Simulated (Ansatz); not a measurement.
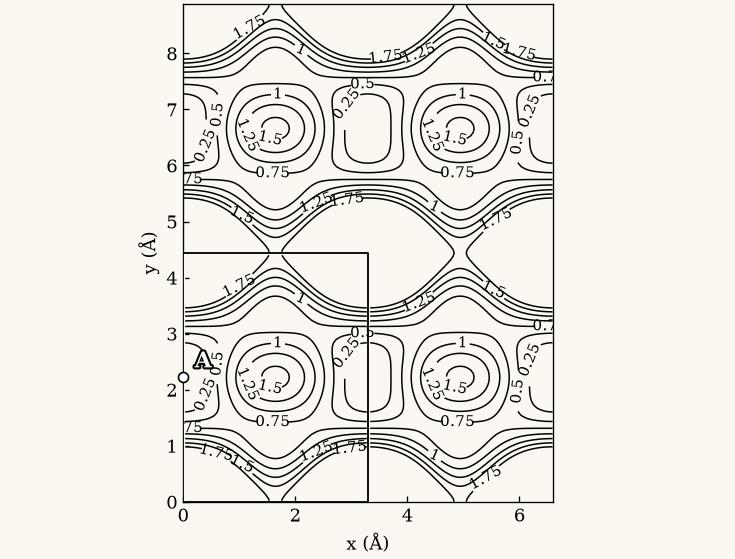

A bilayer of two P sheets, the upper one turned by 180 degrees about the normal (8 atoms in the cell). The upper layer of a bilayer is slid over the lower one; relaxed at each slide: nothing; the origin of the map has P5 above P3; the distance between the facing planes is held at 3.71 Å. Places are given modulo a cell vector. The map is drawn in real space over the plane of the slide. The grid has 8 × 8 points; 25 points were computed and 39 follow by symmetry. Energies: meV/Å², counted from the lowest grid point. At a held distance the lowest stacking need not be the one that binds best once the distance relaxes. Computed with DFT PBE+D3(BJ), scalar-relativistic, plane waves, PAW in Ansatz. Settings: cutoff 420 eV, k-mesh 8×6×1, gaussian smearing 0.05 eV, no spin polarisation.

Drawn: contour lines labelled in meV/Å² (none above 1.75), the outline of one cell of the 2 × 2 shown, the point A. Between grid points the surface is interpolated.

Find the lowest pass out of the well at A.

Answer. The easiest path leads from the well at (0/8, 4/8) of the cell vectors to the well at (4/8, 2/8) of the cell vectors, about 0.55 meV/Å² higher. Its highest point lies about 0.7 meV/Å² above the bottom of the first well on the interpolated surface, at about (0.31, 0.31) of the cell vectors. Seen from the upper well the barrier is about 0.14 meV/Å². This is the barrier on the constrained surface; relaxing the other coordinates would change it. Long-range motion along the hardest cell direction needs about 1.7 meV/Å², so the motion is anisotropic.

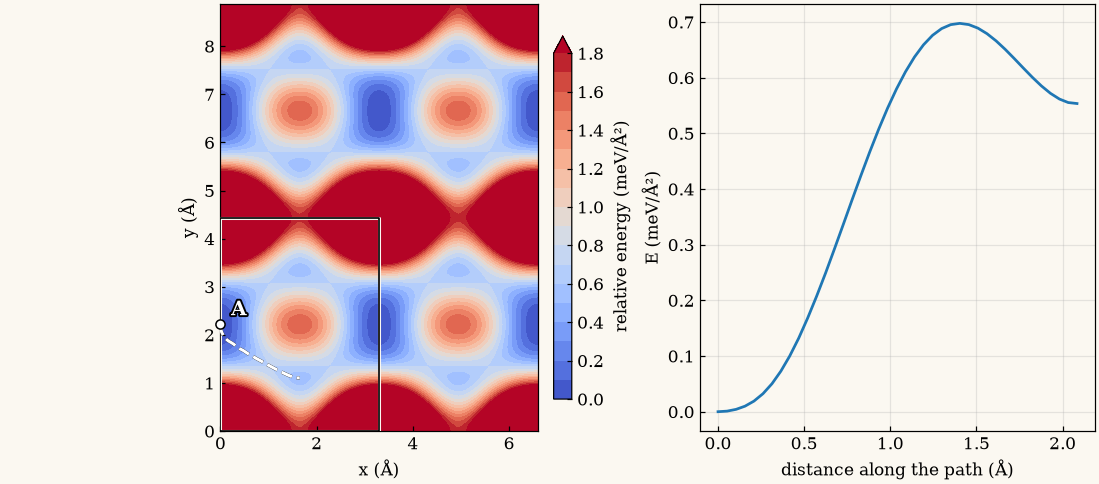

The picture shows filled contours, a line along the lowest path, the outline of one cell of the 2 × 2 shown, one colour for all values above the top of the scale, the energy along the path at the right. Between grid points the surface is interpolated.
